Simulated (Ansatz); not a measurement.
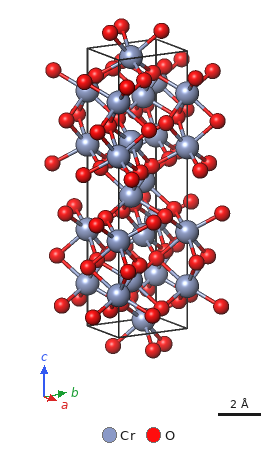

This is the input geometry for a relaxation of a crystal of Cr$_{2}$O$_{3}$ (set up in R-3c) (coarse preliminary run). A ball-and-stick model of the conventional cell (3 times the calculation's cell), seen slightly off an axis. Lengths and directions refer to the drawn axes.

These are results of DFT PBE, scalar-relativistic, plane waves, PAW in Ansatz, not measurements.

The input:
```yaml
crystal:
  lattice:
    - [2.4785, 1.4309626422, 4.5307666667]
    - [-2.4785, 1.4309626422, 4.5307666667]
    - [0.0, -2.8619252844, 4.5307666667]
  atoms:
    - { symbol: Cr, position: [0.34748, 0.34748, 0.34748], spin: 2.65 }
    - { symbol: Cr, position: [0.15252, 0.15252, 0.15252], spin: 2.65 }
    - { symbol: Cr, position: [0.65252, 0.65252, 0.65252], spin: 2.65 }
    - { symbol: Cr, position: [0.84748, 0.84748, 0.84748], spin: 2.65 }
    - { symbol: O, position: [0.5558, 0.9442, 0.25] }
    - { symbol: O, position: [0.25, 0.5558, 0.9442] }
    - { symbol: O, position: [0.9442, 0.25, 0.5558] }
    - { symbol: O, position: [0.4442, 0.0558, 0.75] }
    - { symbol: O, position: [0.75, 0.4442, 0.0558] }
    - { symbol: O, position: [0.0558, 0.75, 0.4442] }
basis:
  ecutwfc: 420
kpoints:
  mp_grid: { grid: [6, 6, 6] }
hamiltonian:
  xc: pbe
scf:
  occupations: { method: gaussian, width: 0.1 }
output:
  forces: true
  stress: true
  eigenvalues: true
  populations: true
magnetization:
  spin_polarized: true
relax:
  adjacent_minimum: "off"
  f_tol: 0.05
  max_steps: 80
  cell: { stress_tol: 0.5 }
```

Command:
```bash
ansatz run input.yaml --threads 2 --pin off --max-ram 5120MiB --backend cpu --events-out ev --progress --plain --runs-dir out
```

### What does the optimiser find from here?

The energy falls by 0.120 eV per cell of the calculation in 3 accepted moves (4 points after the start). Largest force component: 0.64 eV/Å at the start, 0.023 eV/Å at the end. The pressure goes from 7.41 to 0.27 GPa. The SCF was repeated once at an unchanged geometry on a basis and grid sized afresh for the cell, which shifted the energy by 18.1 meV per cell of the calculation at most. The largest moves relative to the cell, 0.035 Å, are those of Cr1, Cr2, Cr3 and Cr4. Cr2 goes along −c. By element the largest moves are Cr 0.035 Å, O 0.023 Å. The volume changes by +3.0 %, with a = b 4.957 → 5.027 Å (+1.4 %), c 13.592 → 13.608 Å (+0.1 %). Near-neighbour distances that change, for instance: Cr1–Cr2 2.650 → 2.722 Å, Cr1–O5 2.013 → 2.036 Å, Cr1–O10 1.964 → 1.981 Å. Among the angles between lasting bonds that change: O5–Cr4–O10 167.0° → 164.8°. The space group stays R-3c (No. 167). The run may lie on a higher electronic state than the lowest, so the end point isn't shown to be the ground-state structure. The run took 96 s on 2 threads of Arm Neoverse V1, on a shared host, peak memory 0.6 GiB.

After the run, drawn alike:

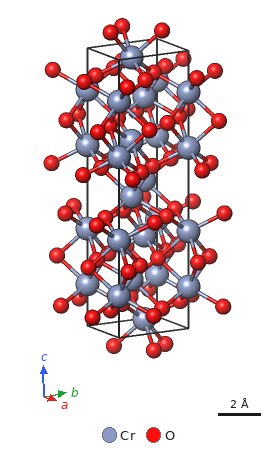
